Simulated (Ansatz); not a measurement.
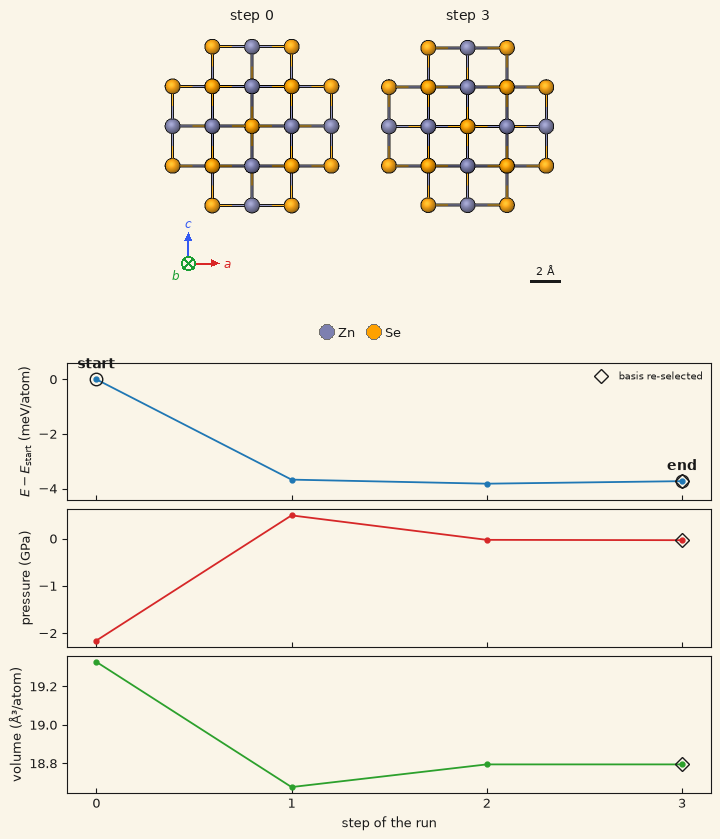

First and last geometry of a relaxation of solid ZnSe (built on the rocksalt type), with the history of the run. A ball-and-stick model of the conventional cell (4 times the calculation's cell), seen along the b axis. Lengths and directions refer to the drawn axes.

The calculation used DFT, r2SCAN, plane waves, PAW in Ansatz. (plane-wave cutoff 500 eV; k-point mesh 8 × 8 × 8; occupations fermi dirac; smearing width 0.02 eV; no spin polarisation; cell and atoms relaxed; force threshold 0.005 eV/Å)

> What do the curves and the structures tell?

It converged. The energy falls by 3.7 meV per atom in 2 accepted moves (3 points after the start). All forces vanish by symmetry, so only the cell relaxes. Pressure: −2.16 GPa at the start and −0.03 GPa at the end. At 1 point the geometry stayed and the basis and grid were re-selected for the new cell (energy shift of 0.1 meV per atom at most each time). No atom moves by more than 0.005 Å relative to the cell. The drawn cell changes as follows: a = b = c 5.367 → 5.318 Å (−0.9 %); the volume changes by −2.8 %. Near-neighbour distances that change, for instance: Se–Zn 2.684 → 2.659 Å. The space group stays Fm-3m (No. 225). Cost: 6.9 s on 2 threads of Arm Neoverse V1 (shared host), peak memory 0.45 GiB.
